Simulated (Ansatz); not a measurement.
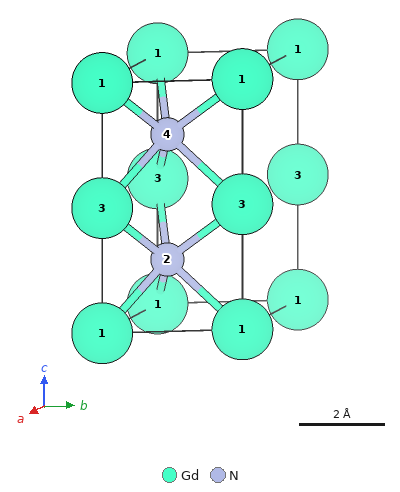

**Figure 1.** The structure (ball-and-stick view of the cell of the calculation, seen slightly off an axis; atoms are numbered from 1 in the order of the input). An atom can appear more than once, as a periodic image. Near neighbours in the periodic cell (some may lie outside the picture): Gd has 6 N at 2.45 Å; N has 6 Gd at 2.45 Å.

## Single-point calculation, with input and output: GdN

The run: single-point calculation of GdN (P-6m2, 4 atoms in the cell). Method and program: DFT LDA+U, scalar-relativistic, plane waves, PAW, Ueff = 6 eV on Gd f, spin-polarised (Ansatz 0.2.0).

The structure was built on a prototype by a generator; it need not be a known phase. It belongs to a series of runs on one base structure; here: antiferromagnetic, doubled cell, propagation vector (0, 0, 1/2). Figures and captions count atoms from 1; the log counts them from 0 in places.

## Input file
```yaml
crystal:
  lattice:
    - [3.3394229375, 0.0, 0.0]
    - [-1.6697114688, 2.8920250979, 0.0]
    - [0.0, 0.0, 6.075894146]
  atoms:
    - { symbol: Gd, position: [1.0, 0.0, 0.0], spin: 7.0 }
    - { symbol: "N", position: [0.6666666667, 0.3333333333, 0.25] }
    - { symbol: Gd, position: [1.0, 0.0, 0.5], spin: -7.0 }
    - { symbol: "N", position: [0.6666666667, 0.3333333333, 0.75] }
basis:
  ecutwfc: 420
  ecutrho_ratio: 4
kpoints:
  mp_grid: { grid: [10, 10, 5] }
hamiltonian:
  xc: lda
  hubbard: { sites: [{ species: Gd, l: f, u_eff: 6.0 }] }
scf:
  occupations: { method: gaussian, width: 0.05 }
  lower_state_search: "off"
output:
  forces: true
  stress: true
  eigenvalues: true
  populations: true
  hubbard: { sites: [{ species: Gd, l: f }] }
  write_density: true
  write_potential: true
  elf: true
  volumetric_format: npy
magnetization:
  spin_polarized: true
checkpoint:
  read: start.run
  write: ck
  compress: false
  write_wavefunctions: false
  write_every: 100000
```

Run as:
```bash
ansatz run input.yaml --threads 4 --pin off --max-ram 9216MiB --backend cpu --events-out ev --progress --plain --runs-dir out
```

## Log
```
Gd: projections on atomic orbitals take those of the free atom [Kr 4d10] 4f7 5s2 5p6 5d1 6s2, of charge +0.00 (hamiltonian.pseudopotentials.projection_atoms); the dataset's partial waves leave at most 2.5e-4 of an orbital's norm unspanned inside its sphere
N: projections on atomic orbitals take those of the free atom [He] 2s2 2p3, of charge +0.00 (hamiltonian.pseudopotentials.projection_atoms); the dataset's partial waves leave at most 9.3e-9 of an orbital's norm unspanned inside its sphere
Engine: ansatz 0.2.0, aarch64-unknown-linux-gnu
Pseudopotentials: kind: paw
Pseudopotential: Gd, paw, valence charge 18, recommended cutoff 420 eV (normal), Gd.paw.azcp
Pseudopotential: N, paw, valence charge 5, recommended cutoff 420 eV (normal), N.paw.azcp
Functional definition: SPW92
  exchange = slater_x
  correlation = pw_c
Crystal: 4 atoms, lattice volume = 58.679 Å³
Basis set: ecut = 420 eV, 1161 PW (Γ)
Bands: 36, of which v1, the nominal top of the filled ones, is band 23 counted from 1 (22 counted from 0)
Symmetry: 12 space group operations
Space group: P-6m2 (ITA 187), of the structure as read, at distance tolerance 3.9e-5 Å
Magnetic group: BNS 187.214 (UNI 1444), of the structure as read, at distance tolerance 3.9e-5 Å
k-points: 42 of 500 (time reversal used)
Non-local potential: Gd, projectors of the file, l = 0: 3, l = 1: 2, l = 2: 2, l = 3: 3
Non-local potential: N, projectors of the file, l = 0: 2, l = 1: 2, l = 2: 1
PAW form: soft (Blöchl's): semilocal exchange-correlation on the pseudo side does not see the compensation charge
PAW frozen core: Gd, regenerated for the run's functional, and the local potential with it (the file was generated under x = pbe(κ = 0.804, μ = 0.2195149727645171), c = pbe(β = 0.06672455060314922))
PAW frozen core: N, regenerated for the run's functional, and the local potential with it (the file was generated under x = pbe(κ = 0.804, μ = 0.2195149727645171), c = pbe(β = 0.06672455060314922))
PAW one-centre angular grid: Gd, 590 points (default); XC on 64 Gauss nodes
PAW one-centre angular grid: N, 110 points (default); XC on 64 Gauss nodes
Initial density: read from a saved state, or passed on in memory by an earlier SCF of this step, an earlier step, the calling program or the single point that the run made first
Stability of the state it starts from, as read at its close in the collinear treatment: not read negative (Ritz values of 1 − χ₀K, real part plus size of imaginary part, from 0.91 to 1.1, by its mixing steps under the symmetry group of the SCF that read it); its run was given moments
Starting moments: Σ|m| = 14 μB on 2 of 4 sites; this step starts from the density that it was given
Initial wavefunctions: pseudopotential atomic-orbital guess
Functional: x = slater, c = lda
the translation (0, 0, 0.5) carries every atom to within crystal.symmetry.tolerance of an atom of its element with the starting moment reversed, but both spin channels are solved: the run starts from a saved state that isn't shown to keep it, or this solve from the single point that its walk made first
iter 1 solved again at ethr=2.45e-6 eV; its pass at ethr=3.10e-3 eV (dr2=1.13e-3 eV) is discarded
SCF iter   1: F=—  HF=-19006.230837 eV  |F-HF|=—  |Δ(HF+E_count)|=         —  Δρ=6.85e-4 (↑6.85e-4 ↓6.85e-4)  dr2=1.26e-3  dr2_m=1.38e-6  M=0.000 μB ∫|m|=14.264 μB  β_m=0.30  ethr=2.45e-6  ⟨swp⟩=3.0  Hψ=18422  notcnv=0
preconditioner: auto → Resta (q_TF=auto, 2.620 Å⁻¹)  ε∞=5.9  [insulator: Δε(μ)=0.239 eV  Ē_g=14.189 eV  σ=0.050 eV  W_gap=1.00  n_scr=22 (ndim 8)  ℏωp=31.4 eV  f_vac=0.000  D(μ)=0.00/eV (n_scr^D=0)  ε∞_Penn≈5.9]
spin=Collinear: Resta preconditioning applied to the charge; magnetization (m = ρ↑ − ρ↓) channel mixes plain (no charge-response kernel on spin).
SCF iter   2: F=—  HF=-19006.230612 eV  |F-HF|=—  |Δ(HF+E_count)|=   2.25e-4  Δρ=3.34e-4 (↑3.34e-4 ↓3.33e-4)  dr2=2.20e-4  dr2_m=6.75e-7  M=0.000 μB ∫|m|=14.263 μB  β_m=0.39  ethr=2.45e-6  ⟨swp⟩=2.0  Hψ=3507  notcnv=0
SCF iter   3: F=—  HF=-19006.230568 eV  |F-HF|=—  |Δ(HF+E_count)|=   4.39e-5  Δρ=1.67e-4 (↑1.67e-4 ↓1.67e-4)  dr2=3.92e-5  dr2_m=2.63e-7  M=-0.000 μB ∫|m|=14.263 μB  β_m=0.64  ethr=4.78e-7  ⟨swp⟩=2.0  Hψ=3455  notcnv=0
SCF iter   4: F=—  HF=-19006.230558 eV  |F-HF|=—  |Δ(HF+E_count)|=   9.68e-6  Δρ=2.40e-5 (↑2.38e-5 ↓2.40e-5)  dr2=9.23e-7  dr2_m=1.31e-8  M=0.000 μB ∫|m|=14.263 μB  β_m=0.60  ethr=8.52e-8  ⟨swp⟩=2.5  Hψ=4497  notcnv=0
SCF iter   5: F=—  HF=-19006.230558 eV  |F-HF|=—  |Δ(HF+E_count)|=   2.02e-7  Δρ=1.20e-5 (↑1.20e-5 ↓1.19e-5)  dr2=1.54e-7  dr2_m=6.30e-10  M=0.000 μB ∫|m|=14.263 μB  β_m=0.80  ethr=2.17e-10  ⟨swp⟩=11.7  Hψ=23235  notcnv=0
SCF iter   6: F=-19006.230558 eV  HF=-19006.230558 eV  |F-HF|=2.30e-9  |Δ(HF+E_count)|=   2.15e-8  Δρ=1.68e-6 (↑1.62e-6 ↓1.68e-6)  dr2=5.20e-9  dr2_m=9.01e-11  M=0.000 μB ∫|m|=14.263 μB  ethr=2.17e-10  ⟨swp⟩=9.2  Hψ=19151  notcnv=0
SCF 1 converged in 6 iterations: F = -19006.230558 eV  dr2 = 5.20e-9
  greatest PAW one-centre occupation: 0.998 electrons in one spin orbital (limit 2), on the Gd atom at site 0 (counted from 0), in its partial waves of l = 0
SCF converged after 6 iterations
Magnetization: 0.0000 μB (23.0000 up, 23.0000 down)
Absolute magnetization: 14.2619 μB (∫|ρ↑−ρ↓|, with the PAW one-centre terms)
Spin contamination: 7.0265 ħ² per cell (⟨S²⟩ above its minimum at these occupations)
Per-site moments (μB) at R_I (Å): [(6.91069881736507, 1.0124777941318681), (-8.776091567091473e-8, 1.0124777941318681), (-6.910698562271181, 1.0124777941318681), (-8.776091530496907e-8, 1.0124777941318681)]
Free energy (F): -19006.230558 eV
Harris-Foulkes:  -19006.230558 eV  (|F-HF|=2.30e-9)
Internal energy: -19006.230552 eV  (E = F + TS)
E sigma→0 (E₀):  -19006.230555 eV
Entropy (-TS):   -0.000006 eV (-0.002 meV/atom)
Fermi energy:    15.338661 eV
--- Per-component energies (eV) ---
  E_band       = 123.948507
  E_kinetic    = 1077.851524
  E_local      = -3742.954211  (includes V_loc(G=0)·N_el)
  E_nonlocal   = 677.227392
  E_hartree    = 1535.902362
  E_xc         = -588.503786
  E_vxc        = -665.852059  (∫ρ·V_xc dr)
  E_hubbard    = 0.350124  (on-site DFT+U / exact-exchange correction)
  E_vhub       = -41.530996  (the Hubbard potential's part of the band-sum identity)
  E_paw        = -12723.485641  (= ΣΔE_a)
  E_vpaw       = -252.600463  (= ΣTr[D̂ρ^β])
  E_aug_tail   = 0.000175  (compensation charges beyond the density's cutoff)
  E_ewald      = -5245.336644
  E_core_change = 2.718154  (= ΣΔE_core)
  E_smearing   = -0.000006  (= −TS)
  E_closure    = 0.000000  (closes the sum)
  Σ components = -19006.230558   (vs F -19006.230558, Δ=0.00e0)
--- Forces (eV/Å), atoms counted from 1 ---
  atom   1  Gd     0.00000000     0.00000000     0.00000000
  atom   2  N      0.00000000     0.00000000     0.00000130
  atom   3  Gd     0.00000000     0.00000000     0.00000000
  atom   4  N      0.00000000     0.00000000    -0.00000130
  max |Σ_I F_I| component: 3.70e-16 eV/Å
--- Stress (GPa, compression-positive) ---
       -0.036594       0.000000       0.000000
        0.000000      -0.036594       0.000000
        0.000000       0.000000       0.538827
  P = ⅓ Tr σ = 0.1552 GPa (1.552 kbar)
--- Band table (eV; the first three rows and the last of 84) ---
  k-point 0 ↑: bands = ["-28.7296", "-25.8215", "-6.8952", "-5.6726", "-5.6726", "-3.9845", "-3.4144", "-3.4144", "2.2870", "4.5229", "8.4890", "8.6316", "8.6316", "8.6991", "8.7318", "8.7318", "8.7973", "10.8823", "13.6087", "13.6087", "14.2501", "14.2501", "15.0408", "15.6150", "18.1668", "18.6578", "18.6578", "19.5276", "19.5276", "19.5530", "19.6946", "19.6946", "19.8025", "19.8909", "21.1628", "21.1628"]
  k-point 1 ↑: bands = ["-28.7289", "-25.8232", "-6.7862", "-5.6713", "-5.6713", "-4.1813", "-3.4167", "-3.4167", "2.5216", "4.3033", "8.5013", "8.6312", "8.6312", "8.6658", "8.7295", "8.7295", "8.7973", "11.2292", "13.6723", "13.6723", "14.2218", "14.2218", "14.3925", "16.2168", "18.3275", "18.6739", "18.6739", "19.4888", "19.4888", "19.5355", "19.7340", "19.7340", "19.8795", "19.8909", "20.9947", "21.1115"]
  k-point 2 ↑: bands = ["-28.7276", "-25.8259", "-6.5741", "-5.6693", "-5.6693", "-4.5271", "-3.4204", "-3.4204", "3.0852", "3.7621", "8.5264", "8.6121", "8.6307", "8.6307", "8.7257", "8.7257", "8.7973", "12.1069", "13.2865", "13.8179", "13.8179", "14.1283", "14.1283", "17.3306", "18.3693", "18.9119", "18.9119", "19.3235", "19.3235", "19.4483", "19.8126", "19.8126", "19.8909", "20.0705", "20.2908", "20.2908"]
  k-point 41 ↓: bands = ["-28.5987", "-25.6627", "-6.6847", "-6.3888", "-6.1742", "-4.7039", "-4.2999", "-3.9884", "3.4571", "3.8059", "8.5762", "8.6205", "8.7001", "8.7034", "8.7223", "8.7383", "8.7857", "11.8308", "12.5611", "13.0678", "13.2859", "13.6967", "14.2938", "17.5956", "18.1577", "19.2124", "19.4593", "19.6012", "19.6162", "19.7936", "19.8088", "20.0007", "20.6934", "21.9301", "22.1429", "22.3628"]
Occupation matrices written to [file]
--- Löwdin populations: 4 sites ---
  site symbol       q [e]    m [muB]
     0     Gd     17.3467     7.0989
     1      N      5.6161    -0.0000
     2     Gd     17.3467    -7.0989
     3      N      5.6161    -0.0000
  spilling = 0.001617 (of n_electrons = 46.000000)
--- Occupation matrices: 2 shells (run DFT+U table (all-electron-ortho-atomic); ε = 1.20e-4) ---
  Gd0 f_4F: site group D3h (-6m2)
  Gd0 f_4F up     Tr n = 6.9899  λ = 0.998 0.998 0.999 0.999 0.999 0.999 0.999  [z3 1.00 A2''(1.00) | y(3x2-y2) 1.00 A1'(1.00) | 2× xz2 0.50 E'(1.00) | 3× z(x2-y2) 0.33 E''(0.67)]
  Gd0 f_4F dn     Tr n = 0.0487  λ = 0.003 0.004 0.005 0.007 0.007 0.011 0.011  [y(3x2-y2) 1.00 A1'(1.00) | x(x2-3y2) 1.00 A2'(1.00) | z3 1.00 A2''(1.00) | 2× xz2 0.50 E'(1.00) | 2× z(x2-y2) 0.50 E''(1.00)]
  Gd2 f_4F: site group D3h (-6m2)
  Gd2 f_4F up     Tr n = 0.0487  λ = 0.003 0.004 0.005 0.007 0.007 0.011 0.011  [y(3x2-y2) 1.00 A1'(1.00) | x(x2-3y2) 1.00 A2'(1.00) | z3 1.00 A2''(1.00) | 2× xz2 0.50 E'(1.00) | 2× z(x2-y2) 0.50 E''(1.00)]
  Gd2 f_4F dn     Tr n = 6.9899  λ = 0.998 0.998 0.999 0.999 0.999 0.999 0.999  [z3 1.00 A2''(1.00) | y(3x2-y2) 1.00 A1'(1.00) | 2× xz2 0.50 E'(1.00) | 3× z(x2-y2) 0.33 E''(0.67)]
  Tr n, λ and their labels are of the run-group-symmetrised matrices; stabiliser: 24 of 48 elements of G0×{1,Θ} (closed), max defect 7.0e-8 at τ = 2.6e-5
```

## File populations.tsv
```
# site	symbol	l	j	q_up	q_dn
# orbitals = lowdin
# n_electrons = 46.000000
# spilling = 0.001617
# projection_atom_Gd: [Kr 4d10] 4f7 5s2 5p6 5d1 6s2
# projection_atom_N: [He] 2s2 2p3
0	Gd	0_5S	-	0.965123	0.966617
0	Gd	0_6S	-	0.206561	0.191806
0	Gd	1_5P	-	2.969957	2.956390
0	Gd	2_5D	-	1.087450	0.947591
0	Gd	3_4F	-	6.993742	0.061479
1	N	0_2S	-	0.743809	0.743809
1	N	1_2P	-	2.064236	2.064236
2	Gd	0_5S	-	0.966617	0.965123
2	Gd	0_6S	-	0.191806	0.206561
2	Gd	1_5P	-	2.956390	2.969957
2	Gd	2_5D	-	0.947591	1.087450
2	Gd	3_4F	-	0.061479	6.993742
3	N	0_2S	-	0.743809	0.743809
3	N	1_2P	-	2.064236	2.064236
```

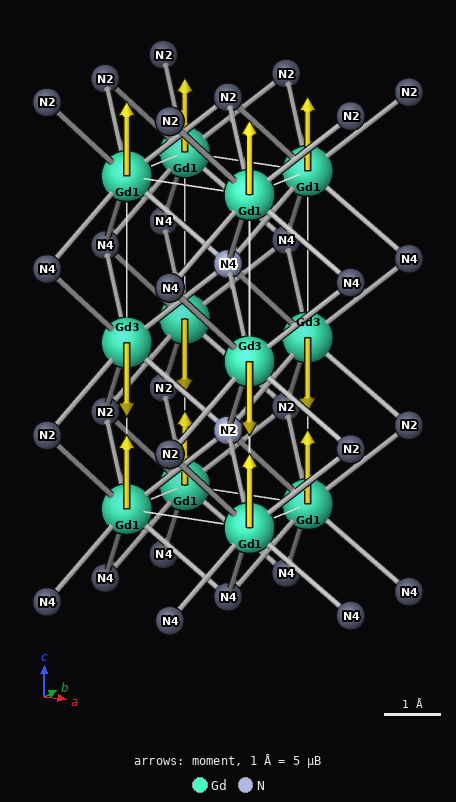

**Figure 2.** Magnetic moments of the sites as yellow arrows (ball-and-stick view of the cell of the calculation, seen slightly off an axis; neighbours outside the cell are drawn fainter; atoms are numbered from 1 in the order of the input); small moments hardly show. The run is collinear, so the axis drawn is arbitrary. Site moments: Gd1 (6.91 μB); Gd3 (−6.91 μB). They are counted near the atoms and needn't add up to the moment of the cell.

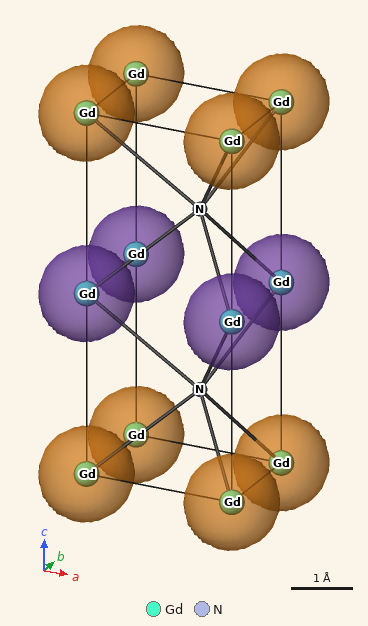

**Figure 3.** Isosurfaces of the magnetisation density (up minus down) at +0.5 (orange) and −0.5 e/Å³ (purple), seen at an oblique angle. Sticks mark near contacts. The outline is the cell set on symmetry axes of the magnetic structure. The cell of the calculation (4 atoms) carries 0.0 μB net. The fields are those of the smooth PAW valence density.

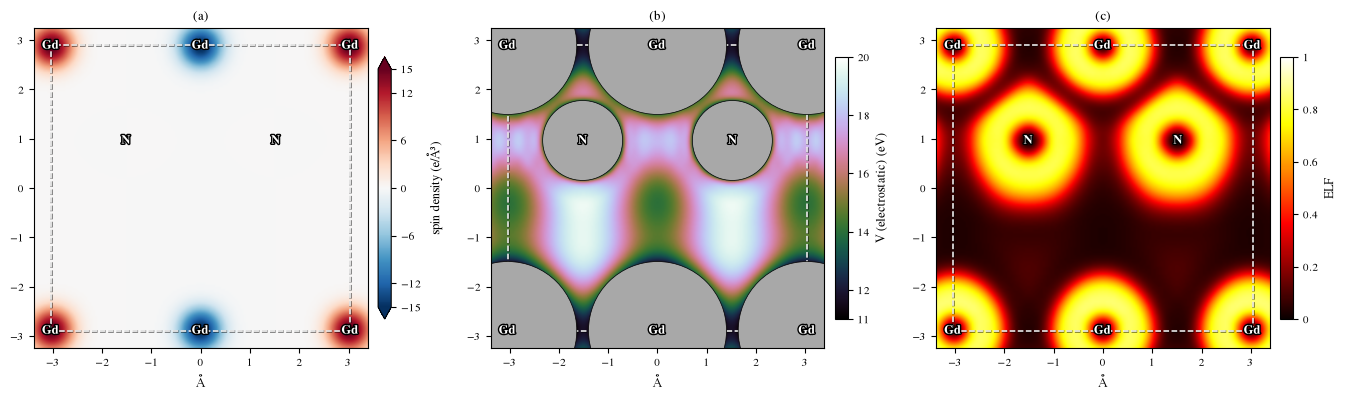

**Figure 4.** (a) spin density (up minus down); (b) electrostatic potential (local pseudopotential plus Hartree) felt by an electron; (c) ELF on the (110) plane of the conventional cell of the magnetic structure. Grey discs, where drawn, cover atomic cores. Atoms in the plane: Gd and N. Gd–N (2.45 Å): the ELF peaks at about 0.80 in the valence shell of N, 0.7 Å from its nucleus, and drops to about 0.15 between the two atoms. The strong features right at Gd lie inside the PAW spheres (semicore, d or f shells) and say nothing about bonding. The cell of the calculation (4 atoms) carries 0.0 μB net. Outside the cores the potential energy rises away from the atoms and is highest about 1.3 Å from the nearest atoms; outside the discs it spans about 8 eV, and its zero is arbitrary.

## Key numbers

```json
{"quantity": "outcome", "value": "converged"}
{"quantity": "space group (tolerance 0.01 Å)", "value": "P-6m2 (187)"}
{"quantity": "electrons treated", "value": "46"}
{"quantity": "free energy", "value": "−19006.2306 eV"}
{"quantity": "Fermi energy", "value": "15.339 eV"}
{"quantity": "gap on the k-point mesh", "value": "0.22 eV"}
{"quantity": "net moment of the cell", "value": "0.00 μB"}
{"quantity": "integrated absolute moment", "value": "14.26 μB"}
{"quantity": "pressure", "value": "0.16 GPa"}
{"quantity": "largest force (length of the vector)", "value": "under 0.001 eV/Å"}
{"quantity": "hardware", "value": "4 threads of Arm Neoverse V1, 112 GiB of memory available, shared host"}
{"quantity": "wall time", "value": "8.6 s (CPU time 32 s)"}
{"quantity": "peak memory", "value": "0.48 GiB"}
```

## Remarks

DFT+U on an f shell has many self-consistent states, and spin–orbit coupling is left out here.
